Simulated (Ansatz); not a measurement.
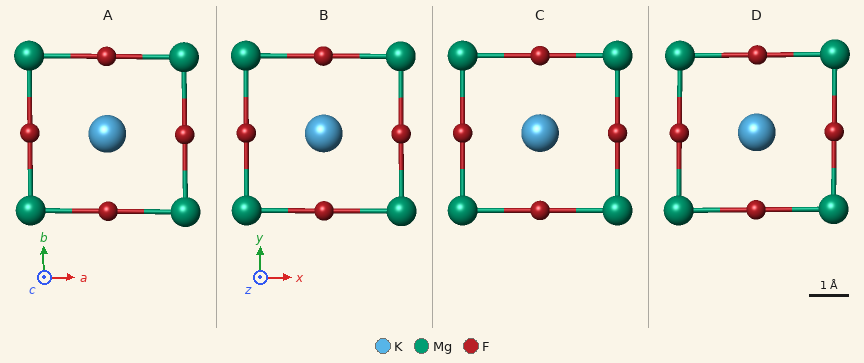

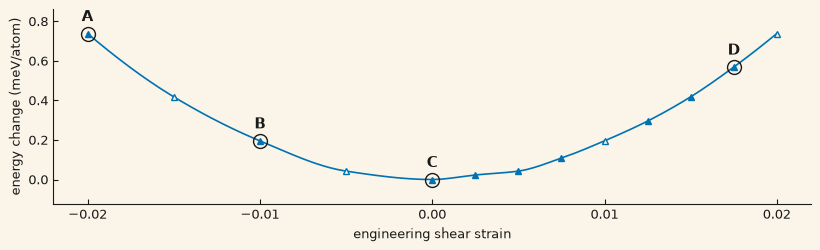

Energy scan for a crystal of KMgF3 (Pm-3m), in which the cell is strained in shear in the xy plane, with the atoms kept at their fractional coordinates. x, y and z are the Cartesian axes of the input. The lettered frames are marked on the plot. Hollow markers are points alike by symmetry, not computed again. Style: ball-and-stick. Shown: the cell of the calculation, repeated 1 × 1 × 2 with one cell outlined, along the c axis.

Theory: DFT PBEsol, scalar-relativistic, plane waves, PAW in Ansatz. Set-up: plane-wave cutoff 420 eV; k-point mesh 6 × 6 × 6; occupations gaussian; smearing width 0.05 eV; no spin polarisation. Energies (free energies at the smearing named) are counted from the cell as listed in its source, which wasn't relaxed.

Read off the main features of the energy profile.

The lowest computed point lies at the strain 0.00 (0.00 meV/atom). At the ends of the scan the energy is 0.74 meV/atom (−0.02) and 0.74 meV/atom (0.02). The curvature at zero strain, (1/V) d²E/dε², is about 42 GPa; it is C₆₆ with clamped ions. The distortion takes the space group from Pm-3m to Cmmm. At the strain −0.02 the cell of the drawing goes γ 90.0° → 91.1°.

The computed points:

```tsv
engineering shear strain	energy change (meV/atom)
−0.0200	0.74
−0.0150	0.42
−0.0100	0.20
−0.0050	0.04
0.0000	0.00
0.0025	0.02
0.0050	0.04
0.0075	0.11
0.0100	0.20
0.0125	0.30
0.0150	0.42
0.0175	0.57
0.0200	0.74
```

Points that are alike by symmetry were computed once.
